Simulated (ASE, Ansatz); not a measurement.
## Localised basis functions on 1/2<110> screw dislocation dipole in AlN (shuffle set) (1080 atoms)

Wanted: errors and times of a linear-scaling basis for 1/2<110> screw dislocation dipole in AlN (shuffle set) (1080 atoms). A setting counts as converged where the r.m.s. difference of forces stays under 1 % of the r.m.s. force.

Method: Kohn-Sham DFT, PBE, PAW (set soft_2), plane waves, in Ansatz 0.2.0.

**1. The structure**

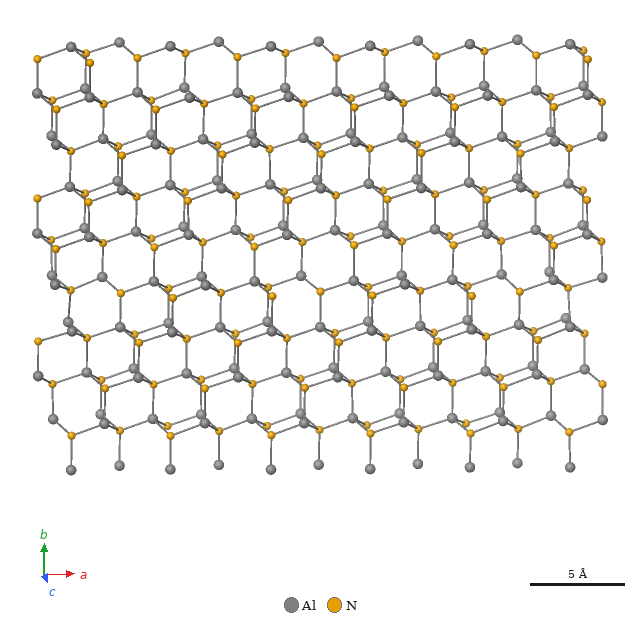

The cell as given, in part (aluminium grey, nitrogen orange). Drawn is a stretch of 30 Å of the 54 Å that the cell measures along a and a slice 4 Å thick, seen along the normal of the ab plane.

The cell holds 1080 atoms: 540 Al and 540 N. Its edges and angles: a = 53.644 Å, b = 22.812 Å, c = 9.291 Å, α = 93.9°, β = 90.0°, γ = 90.0°. It derives from AlN (zinc-blende). Zinc-blende AlN (a = 4.38 Å), x, y, z along [11-2], [111], [1-10], 10 x 3 x 3 periods; two opposite 1/2<110> screw dislocations along z, half a cell apart on one glide plane, laid by the isotropic elastic field summed over images, cell tilted by half the Burgers vector; not relaxed, displaced by a Gaussian of 0.02 Å.

What the set-up can't give: The host structure and its lattice constant were typed by rule, without a check against the phase diagram.

**2. Plane-wave single point**

The first run fixes the reference, at a cutoff of 420 eV.

Input file input.yaml:

```yaml
crystal:
  lattice:
    - [53.64383, 0.0, 0.0]
    - [0.0, 22.75915, -1.54855]
    - [0.0, 0.0, 9.29138]
  atoms:
    - { symbol: Al, position: [0.95061, 0.99946, 0.88081] }
    - { symbol: "N", position: [0.9496, 0.08409, 0.87807] }
    - { symbol: Al, position: [0.98398, 0.11044, 0.88305] }
    - { symbol: "N", position: [0.98324, 0.19573, 0.87805] }
    - { symbol: Al, position: [0.94988, 0.99966, 0.55109] }
    - { symbol: "N", position: [0.94959, 0.08318, 0.54765] }
    - { symbol: Al, position: [0.98335, 0.11162, 0.54686] }
    - { symbol: "N", position: [0.98376, 0.19524, 0.55015] }
    - { symbol: Al, position: [0.90034, 0.9994, 0.71652] }
    - { symbol: "N", position: [0.89965, 0.0831, 0.71954] }
    - { symbol: Al, position: [0.93308, 0.11076, 0.71535] }
    - { symbol: "N", position: [0.93302, 0.19385, 0.71652] }
    - { symbol: Al, position: [0.96625, 0.22243, 0.71915] }
    - { symbol: "N", position: [0.96694, 0.30539, 0.71247] }
    - { symbol: Al, position: [0.84972, 0.00149, 0.88709] }
    - { symbol: "N", position: [0.84976, 0.0835, 0.89455] }
    - { symbol: Al, position: [0.88338, 0.11165, 0.88744] }
    - { symbol: "N", position: [0.8832, 0.19344, 0.88558] }
    - { symbol: Al, position: [0.91659, 0.22274, 0.8856] }
    - { symbol: "N", position: [0.91701, 0.30581, 0.88384] }
    - { symbol: Al, position: [0.94972, 0.33443, 0.88199] }
    - { symbol: "N", position: [0.94989, 0.4171, 0.87889] }
    - { symbol: Al, position: [0.98376, 0.44578, 0.88363] }
    - { symbol: "N", position: [0.98281, 0.52651, 0.87635] }
    - { symbol: Al, position: [0.95006, 0.00077, 0.21618] }
    - { symbol: "N", position: [0.94925, 0.08306, 0.21797] }
    - { symbol: Al, position: [0.98342, 0.11178, 0.21544] }
    - { symbol: "N", position: [0.98326, 0.19461, 0.21651] }
    - { symbol: Al, position: [0.90007, 0.0001, 0.38213] }
    - { symbol: "N", position: [0.90014, 0.08344, 0.38755] }
    - { symbol: Al, position: [0.93378, 0.11127, 0.38278] }
    - { symbol: "N", position: [0.9331, 0.19482, 0.38354] }
    [... 1042 atom lines left out ...]
    - { symbol: Al, position: [0.03326, 0.7779, 0.04557] }
    - { symbol: "N", position: [0.0335, 0.86169, 0.04613] }
    - { symbol: Al, position: [0.0661, 0.88908, 0.0485] }
    - { symbol: "N", position: [0.06614, 0.97137, 0.05127] }
    - { symbol: Al, position: [0.01727, 0.88848, 0.21054] }
    - { symbol: "N", position: [0.01644, 0.97149, 0.21362] }
kpoints:
  mp_grid: { grid: [1, 1, 2] }
hamiltonian:
  xc: pbe
scf:
  occupations: { method: fermi_dirac, width: 0.025 }
output:
  forces: true
  stress: true
  populations: true
  dos:
    method: { smearing: { sigma: 0.15 } }
    de: 0.1
    projected: { site_lists: { Al: [Al], "N": ["N"] } }
  eigenvalues: true
  write_density: true
  write_potential: true
  volumetric_format: npy
```

Launch:

```
$ ansatz run input.yaml --threads 32 --pin off --max-ram 143360MiB --backend cuda --events-out ev --progress --plain --runs-dir out
```

Numbers of over 12 decimals in the logs are rounded to 6 here.

What it wrote:

```text
Engine: ansatz 0.2.0, aarch64-unknown-linux-gnu
Pseudopotentials: kind: paw
Pseudopotential: Al, paw, valence charge 3, recommended cutoff 420 eV (normal), Al.paw.azcp
Pseudopotential: N, paw, valence charge 5, recommended cutoff 420 eV (normal), N.paw.azcp
Functional definition: PBE
  parameter kappa = 0.804
  parameter beta = 0.066725
  exchange = pbe_x(kappa = kappa, mu = beta*pi^2/3)
  correlation = pbe_c(beta = beta)
device memory: the entry about to start is reckoned to put 166.9 GiB on a device that reports 182.5 GiB free
GPU FFT provider: cuFFT
GPU libraries: cuBLAS 13.8.1, cuFFT 12.4.0, cuSOLVER 12.3.2
GPU matrix products: emulated (plane waves: as basis.precision tells), large ones in fixed point in workspaces of 1.00 GiB
Crystal: 1080 atoms, lattice volume = 11343.734 Å³
Basis set: ecut = 420 eV, 221701 PW (Γ), exchange–correlation on 720×320×128 points (8 copies of the dense FFT grid, shifted against one another)
Bands: 3240, of which v1, the nominal top of the filled ones, is band 2160 counted from 1 (2159 counted from 0)
Symmetry: 1 space group operations
Space group: P1 (ITA 1), of the structure as read, at distance tolerance 2.2e-4 Å
k-points: 2
Non-local potential: Al, projectors of the file, l = 0: 2, l = 1: 2, l = 2: 1
Non-local potential: N, projectors of the file, l = 0: 2, l = 1: 2, l = 2: 1
PAW form: soft (Blöchl's): semilocal exchange-correlation on the pseudo side does not see the compensation charge
PAW one-centre angular grid: Al, 110 points (default); XC on 64 Gauss nodes
PAW one-centre angular grid: N, 110 points (default); XC on 64 Gauss nodes
Initial density: superposition of atomic densities (neutral atoms: chi_scale 0, normalization atom), corrected by the library's trained network
Initial wavefunctions: pseudopotential atomic-orbital guess
GPU buffer pool allocated for 3686400 grid points (all kernels)
GPU transforms: local potential and band sums: pruned to the plane-wave sphere, on 360×160×64
Functional: x = pbe(κ = 0.804, μ = 0.219515), c = pbe(β = 0.066725)
SCF iter   1: F=—  HF=-499013.944368 eV  |F-HF|=—  |Δ(HF+E_count)|=         —  Δρ=1.05e-3  dr2=2.16e-1  ethr=1.77e-3  ⟨swp⟩=6.0  Hψ=29558  notcnv=0  defer=1396
preconditioner: auto → Resta (q_TF=auto, 2.323 Å⁻¹)  ε∞=4.1  [insulator: Δε(μ)=2.831 eV  Ē_g=13.046 eV  σ=0.025 eV  W_gap=1.00  n_scr=2438 (ndim 8)  ℏωp=22.9 eV  f_vac=0.000  D(μ)=0.00/eV (n_scr^D=0)  ε∞_Penn≈4.1]
SCF iter   2: F=—  HF=-499013.920798 eV  |F-HF|=—  |Δ(HF+E_count)|=   2.36e-2  Δρ=5.70e-4  dr2=1.04e-1  ethr=5.00e-6  ⟨swp⟩=2.0  Hψ=11772  notcnv=0  defer=1590
SCF iter   3: F=—  HF=-499013.923062 eV  |F-HF|=—  |Δ(HF+E_count)|=   2.26e-3  Δρ=1.76e-4  dr2=2.00e-2  ethr=2.41e-6  ⟨swp⟩=2.0  Hψ=6595  notcnv=0  defer=1590
SCF iter   4: F=—  HF=-499013.922051 eV  |F-HF|=—  |Δ(HF+E_count)|=   1.01e-3  Δρ=6.69e-5  dr2=9.88e-3  ethr=4.63e-7  ⟨swp⟩=3.0  Hψ=7573  notcnv=0  defer=1590
SCF iter   5: F=—  HF=-499013.921044 eV  |F-HF|=—  |Δ(HF+E_count)|=   1.01e-3  Δρ=3.45e-5  dr2=4.93e-3  ethr=2.29e-7  ⟨swp⟩=2.5  Hψ=5525  notcnv=0  defer=1590
SCF iter   6: F=—  HF=-499013.920566 eV  |F-HF|=—  |Δ(HF+E_count)|=   4.78e-4  Δρ=2.16e-5  dr2=2.75e-3  ethr=1.14e-7  ⟨swp⟩=2.0  Hψ=4386  notcnv=0  defer=1590
SCF iter   7: F=—  HF=-499013.920176 eV  |F-HF|=—  |Δ(HF+E_count)|=   3.90e-4  Δρ=2.39e-5  dr2=9.72e-4  ethr=6.37e-8  ⟨swp⟩=2.0  Hψ=5944  notcnv=0  defer=1590
SCF iter   8: F=—  HF=-499013.920026 eV  |F-HF|=—  |Δ(HF+E_count)|=   1.49e-4  Δρ=1.63e-5  dr2=2.51e-4  ethr=2.25e-8  ⟨swp⟩=2.0  Hψ=5978  notcnv=0  defer=1590
SCF iter   9: F=—  HF=-499013.922574 eV  |F-HF|=—  |Δ(HF+E_count)|=   2.55e-3  Δρ=7.17e-6  dr2=5.32e-5  ethr=5.81e-9  ⟨swp⟩=1.0  Hψ=6480  notcnv=0  defer=2101
SCF iter  10: F=—  HF=-499013.907160 eV  |F-HF|=—  |Δ(HF+E_count)|=   1.54e-2  Δρ=1.15e-5  dr2=1.92e-5  ethr=1.23e-9  ⟨swp⟩=2.0  Hψ=8654  notcnv=0  defer=2101
SCF iter  11: F=—  HF=-499013.907159 eV  |F-HF|=—  |Δ(HF+E_count)|=   9.65e-7  Δρ=2.73e-6  dr2=3.25e-6  ethr=4.44e-10  ⟨swp⟩=2.0  Hψ=7574  notcnv=0  defer=2101
SCF iter  12: F=—  HF=-499013.907158 eV  |F-HF|=—  |Δ(HF+E_count)|=   7.14e-7  Δρ=2.40e-6  dr2=6.34e-7  ethr=7.52e-11  ⟨swp⟩=2.0  Hψ=6907  notcnv=0  defer=2101
SCF iter  13: F=—  HF=-499013.907158 eV  |F-HF|=—  |Δ(HF+E_count)|=   4.38e-8  Δρ=8.31e-7  dr2=2.24e-7  ethr=1.47e-11  ⟨swp⟩=2.5  Hψ=8110  notcnv=0  defer=2101
SCF iter  14: F=-499013.907158 eV  HF=-499013.907158 eV  |F-HF|=2.71e-8  |Δ(HF+E_count)|=   1.87e-8  Δρ=2.30e-7  dr2=2.87e-8  ethr=2.31e-12  ⟨swp⟩=23.0  Hψ=53264  notcnv=0
SCF 1 converged in 14 iterations: F = -499013.907158 eV  dr2 = 2.87e-8
  greatest PAW one-centre occupation: 0.799 electrons in one spin orbital (limit 2), on the N atom at site 141 (counted from 0), in its partial waves of l = 0
SCF converged after 14 iterations
Free energy (F): -499013.907158 eV
Harris-Foulkes:  -499013.907158 eV  (|F-HF|=2.71e-8)
Internal energy: -499013.907158 eV  (E = F + TS)
E sigma→0 (E₀):  -499013.907158 eV
Fermi energy:    8.678692 eV
--- Per-component energies (eV) ---
  E_band       = 8065.686680
  E_kinetic    = 85951.325421
  E_local      = -120830.141577  (includes V_loc(G=0)·N_el)
  E_nonlocal   = 29969.833998
  E_hartree    = 41879.467348
  E_xc         = -54940.295432
  E_vxc        = -58230.264052  (∫ρ·V_xc dr)
  E_paw        = -321381.472240  (= ΣΔE_a)
  E_vpaw       = -12554.053792  (= ΣTr[D̂ρ^β])
  E_aug_tail   = 0.052526  (compensation charges beyond the density's cutoff)
  E_ewald      = -159662.677202
  E_smearing   = -0.000000  (= −TS)
  E_closure    = 0.000000  (closes the sum)
  Σ components = -499013.907158   (vs F -499013.907158, Δ=0.00e0)
--- Forces (eV/Å), atoms counted from 1 ---
[... 1080 lines of forces left out ...]
  max |Σ_I F_I| component: 1.16e-3 eV/Å
--- Stress (GPa, compression-positive) ---
        4.551153      -1.628613      -0.056869
       -1.628538       3.935922       0.022805
       -0.056870       0.022806       3.217455
  P = ⅓ Tr σ = 3.9015 GPa (39.015 kbar)
--- Band table (eV) ---
[... left out ...]
--- Löwdin populations: 1080 sites ---
  site symbol       q [e]
[... 1080 lines, one an atom, left out ...]
  spilling = 0.007660 (of n_electrons = 4320.000000)
```

Wall time 63 s (1 × NVIDIA GB200 with 32 threads of Arm Neoverse V2, shared host); peak memory 17 GiB.

That memory is the host's; the program planned up to 167 GiB on the GPU. Forces of this run were stored rounded, and per-atom blocks of the log weren't kept.

The program notes that it cut back its work space to fit the memory limit.

Numbers from this run:

* free energy: -499013.9072 eV
* free energy per atom: -462.0499 eV/atom
* SCF cycles: 14
* pressure: 3.902 GPa
* r.m.s. force component: 0.6667 eV/Å
* longest force: 8.381 eV/Å
* Fermi energy: 8.679 eV
* gap (highest filled to lowest empty level): 2.863 eV
* spilling of the projection: 0.00766

The r.m.s. force component of 0.67 eV/Å sets the scale for the differences below.

**3. Support functions medium**

With localised support functions most steps grow linearly with size, though the diagonalisation grows faster unless the density matrix is cut; this run measures error and cost at this size. The level medium gives here a grid of 270×108×48 points and a radius of 3.45 Å.

This step: Kohn-Sham DFT, PBE, PAW (set soft_2), localised support functions (medium) (Ansatz 0.2.0).

input.yaml, the sections that differ from step 2:

```yaml
scf:
  occupations: { method: fermi_dirac, width: 0.025 }
  eigensolver: { kind: { support_functions: { accuracy: medium } } }
  max_iter: 150
output:
  forces: true
# crystal, kpoints, hamiltonian: as in step 2
```

What it wrote:

```text
Warning: scf.eigensolver.kind.support_functions: disabling space-group detection — the functions' gradient is summed over unrotated k-points, so no spatial operation reduces the k-mesh or symmetrises the density; time reversal is kept, so that k and −k are solved as one point where they differ and the mesh holds both, and exact exchange and, on two spinor components, a DFT+U term hold to it where the run has them: [...]
settings of this run that can trade accuracy for cost: scf.eigensolver.kind.support_functions [...]
[...]
GPU FFT provider: cuFFT
GPU libraries: cuBLAS 13.8.1, cuFFT 12.4.0, cuSOLVER 12.3.2
[...]
Crystal: 1080 atoms, lattice volume = 11343.734 Å³
Basis set: ecut = 420 eV, 221701 PW (Γ), exchange–correlation on 720×320×128 points (8 copies of the dense FFT grid, shifted against one another)
Bands: 2592, of which v1, the nominal top of the filled ones, is band 2160 counted from 1 (2159 counted from 0)
Symmetry: 1 space group operations
k-points: 2
[...]
GPU buffer pool allocated for 3686400 grid points (all kernels)
Eigensolver: Support functions (medium, 270×108×48 points, laid for a spacing of at most 0.212739 Å, radius 3.454993 Å, 1 species' potentials softened for the grid, 2 wholly corrected for its errors in the mean over positions, 2 with the egg-box correction, energy correction by stochastic trace)
[...]
SCF iter   1: F=—  HF=-499157.247289 eV  |F-HF|=—  |Δ(HF+E_count)|=         —  Δρ=1.39e-1  dr2=2.67e3  ethr=1.00e-1
[...]
SCF iter  11: F=—  HF=-499016.671063 eV  |F-HF|=—  |Δ(HF+E_count)|=   2.70e-2  Δρ=1.10e-5  dr2=1.08e-5  ethr=1.50e-9  κ⁻¹=2.5e-6(r=7)
SCF iter  12: F=-499016.671061 eV  HF=-499016.671062 eV  |F-HF|=1.12e-6  |Δ(HF+E_count)|=   1.64e-6  Δρ=3.67e-6  dr2=1.53e-6  ethr=2.49e-10
SCF 1 converged in 12 iterations: F = -499017.043486 eV  dr2 = 1.53e-6
[...]
SCF converged after 12 iterations
Stability not checked: this state was not tested for a lower state beside it, because the mixer in use, unlike msr1, does not test its closes by its own steps (another_mixer; see scf.mixing.algorithm and scf.lower_state_search)
Free energy (F): -499017.043486 eV
[...]
Internal energy: -499017.043486 eV  (E = F + TS)
E sigma→0 (E₀):  -499017.043486 eV
Fermi energy:    8.679106 eV
[...]
Σ components = -499017.043486   (vs F -499017.043486, Δ=0.00e0)
--- Forces (eV/Å), atoms counted from 1 ---
[... 1080 lines of forces left out ...]
  max |Σ_I F_I| component: 4.81e-1 eV/Å
--- Band table (eV) ---
[... left out ...]
  guard bands above this table: 375 of the run's 2592 bands (output.publish_guard_bands: true publishes all)
```

The job ended after 26 s (1 × NVIDIA GB200 with 32 threads; peak memory 3 GiB; 47 s of CPU time).

That memory is the host's; the program planned up to 23.7 GiB on the GPU.

The program notes that the band table was not solved further than the SCF left it, the forces don't sum to zero within tolerance and it switched symmetry off.

Keys that differ from the reference: support_functions.accuracy = "medium" and scf.max_iter = 150.

Forces differ from the reference by 0.41 meV/Å r.m.s., 0.062 % of their size, well within a tolerance of 1 %; the energy by -2.9 meV/atom.

**4. Support functions low**

The level low is asked for. Here it resolves to the same grid and radius as in the run with support functions medium, so the basis is not new.

This step: Kohn-Sham DFT, PBE, PAW (set soft_2), localised support functions (low) (Ansatz 0.2.0).

input.yaml, the sections that differ from step 3:

```yaml
scf:
  occupations: { method: fermi_dirac, width: 0.025 }
  eigensolver: { kind: { support_functions: { accuracy: low } } }
  max_iter: 150
# crystal, kpoints, hamiltonian, output: as in step 3
```

What it wrote:

```text
[...]
GPU FFT provider: cuFFT
GPU libraries: cuBLAS 13.8.1, cuFFT 12.4.0, cuSOLVER 12.3.2
[...]
Crystal: 1080 atoms, lattice volume = 11343.734 Å³
Basis set: ecut = 420 eV, 221701 PW (Γ), exchange–correlation on 720×320×128 points (8 copies of the dense FFT grid, shifted against one another)
Bands: 2592, of which v1, the nominal top of the filled ones, is band 2160 counted from 1 (2159 counted from 0)
Symmetry: 1 space group operations
k-points: 2
[...]
GPU buffer pool allocated for 3686400 grid points (all kernels)
Eigensolver: Support functions (low, 270×108×48 points, laid for a spacing of at most 0.212739 Å, radius 3.454993 Å, 1 species' potentials softened for the grid, 2 wholly corrected for its errors in the mean over positions, 2 with the egg-box correction, energy correction by stochastic trace)
[...]
SCF iter   1: F=—  HF=-499157.247289 eV  |F-HF|=—  |Δ(HF+E_count)|=         —  Δρ=1.39e-1  dr2=2.67e3  ethr=1.00e-1
[...]
SCF iter  10: F=—  HF=-499016.644026 eV  |F-HF|=—  |Δ(HF+E_count)|=   3.66e-2  Δρ=3.35e-5  dr2=6.48e-5  ethr=3.65e-9  κ⁻¹=2.2e-7(r=7)
SCF iter  11: F=-499016.671057 eV  HF=-499016.671063 eV  |F-HF|=6.18e-6  |Δ(HF+E_count)|=   2.70e-2  Δρ=1.10e-5  dr2=1.08e-5  ethr=1.50e-9
SCF 1 converged in 11 iterations: F = -499017.043483 eV  dr2 = 1.08e-5
[...]
SCF converged after 11 iterations
[...]
Free energy (F): -499017.043483 eV
[...]
Internal energy: -499017.043483 eV  (E = F + TS)
E sigma→0 (E₀):  -499017.043483 eV
Fermi energy:    8.679065 eV
[...]
Σ components = -499017.043483   (vs F -499017.043483, Δ=0.00e0)
--- Forces (eV/Å), atoms counted from 1 ---
[... 1080 lines of forces left out ...]
  max |Σ_I F_I| component: 4.81e-1 eV/Å
--- Band table (eV) ---
[... left out ...]
[...]
```

Run time: 25 s. Hardware: 1 × NVIDIA GB200 with 32 threads; peak memory 3 GiB; 45 s of CPU time.

That memory is the host's; the program planned up to 23.7 GiB on the GPU.

Keys that differ from the reference: support_functions.accuracy = "low" and scf.max_iter = 150.

Forces differ from the reference by 0.41 meV/Å r.m.s., 0.062 % of their size, well within a tolerance of 1 %; the energy by -2.9 meV/atom.

**5. Support functions high**

With localised support functions most steps grow linearly with size, though the diagonalisation grows faster unless the density matrix is cut; this run measures error and cost at this size. The level high gives here a grid of 324×144×60 points and a radius of 4.13 Å.

This step: Kohn-Sham DFT, PBE, PAW (set soft_2), localised support functions (high) (Ansatz 0.2.0).

input.yaml, the sections that differ from step 4:

```yaml
scf:
  occupations: { method: fermi_dirac, width: 0.025 }
  eigensolver: { kind: { support_functions: { accuracy: high } } }
  max_iter: 150
# crystal, kpoints, hamiltonian, output: as in step 4
```

What it wrote:

```text
[...]
GPU FFT provider: cuFFT
GPU libraries: cuBLAS 13.8.1, cuFFT 12.4.0, cuSOLVER 12.3.2
[...]
Crystal: 1080 atoms, lattice volume = 11343.734 Å³
Basis set: ecut = 420 eV, 221701 PW (Γ), exchange–correlation on 800×360×150 points (8 copies of the dense FFT grid, shifted against one another)
Bands: 2592, of which v1, the nominal top of the filled ones, is band 2160 counted from 1 (2159 counted from 0)
Symmetry: 1 space group operations
k-points: 2
[...]
GPU buffer pool allocated for 5400000 grid points (all kernels)
Eigensolver: Support functions (high, 324×144×60 points, laid for a spacing of at most 0.171373 Å, radius 4.134994 Å, 1 species' potentials softened for the grid, 2 wholly corrected for its errors in the mean over positions, 2 with the egg-box correction, energy correction by stochastic trace)
[...]
SCF iter   1: F=—  HF=-499192.080046 eV  |F-HF|=—  |Δ(HF+E_count)|=         —  Δρ=1.41e-1  dr2=2.73e3  ethr=1.00e-1
[...]
SCF iter  14: F=—  HF=-499016.986954 eV  |F-HF|=—  |Δ(HF+E_count)|=   1.20e-3  Δρ=7.03e-7  dr2=9.39e-8  ethr=2.83e-11  κ⁻¹=2.3e-6(r=7)
SCF iter  15: F=-499016.990008 eV  HF=-499016.990008 eV  |F-HF|=3.15e-8  |Δ(HF+E_count)|=   3.05e-3  Δρ=6.04e-7  dr2=5.05e-8  ethr=2.17e-12
SCF 1 converged in 15 iterations: F = -499017.018660 eV  dr2 = 5.05e-8
[...]
SCF converged after 15 iterations
[...]
Free energy (F): -499017.018660 eV
[...]
Internal energy: -499017.018660 eV  (E = F + TS)
E sigma→0 (E₀):  -499017.018660 eV
Fermi energy:    8.678555 eV
[...]
Σ components = -499017.018660   (vs F -499017.018660, Δ=0.00e0)
--- Forces (eV/Å), atoms counted from 1 ---
[... 1080 lines of forces left out ...]
  max |Σ_I F_I| component: 1.44e-3 eV/Å
--- Band table (eV) ---
[... left out ...]
[...]
```

Wall time 44 s (1 × NVIDIA GB200 with 32 threads); peak memory 4.5 GiB; 74 s of CPU time.

That memory is the host's; the program planned up to 44.3 GiB on the GPU.

Keys that differ from the reference: support_functions.accuracy = "high" and scf.max_iter = 150.

Forces differ from the reference by 0.23 meV/Å r.m.s., 0.034 % of their size, well within a tolerance of 1 %; the energy by -2.9 meV/atom.

(Continued in part 2 of 3.)

[Logs are printed without paths, hosts, clocks, repeated set-up lines and the standing remarks that a program may print on its own settings, such as how far it seeks lower states.]

[Hosts, paths, dates, database ids (printed as entryN), source tags and the programs' standing remarks are cut or masked in the printed files.]
